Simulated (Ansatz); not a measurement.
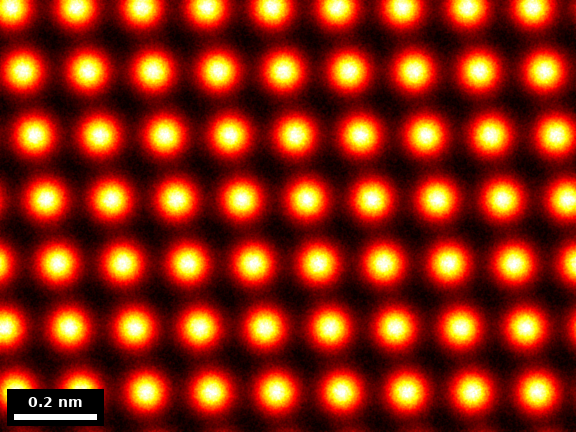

Integrated-DPC-like image of Co (P6/mmm, No. 191). Simulated as the projected potential of neutral atoms (B = 0.8 Å²) blurred by a 0.56 Å probe, the thin-sample limit of integrated differential phase contrast. Shot noise was added. Structure: coordinates from a relaxation with Ansatz 0.2.0, DFT r2SCAN, scalar-relativistic, plane waves, PAW; the starting structure was generated, so it need not be a known form of this composition.

```
CELL_PARAMETERS angstrom
2.43267 0.00000 0.00000
-1.21633 2.10675 0.00000
0.00000 0.00000 2.31889
ATOMIC_POSITIONS crystal
Co 0.00000 0.00000 0.00000
```

### Which beam direction gives this image, [210], [100], [211] or [102]? (Directions equivalent by symmetry count as one.)

[211]. The projected cells are 1.22 × 2.32 Å, 90° for [210]; 2.11 × 2.32 Å, 90° for [100]; 1.58 × 1.58 Å, 100° for [211]; 1.08 × 2.11 Å, 90° for [102], and the image repeats as the [211] one does.
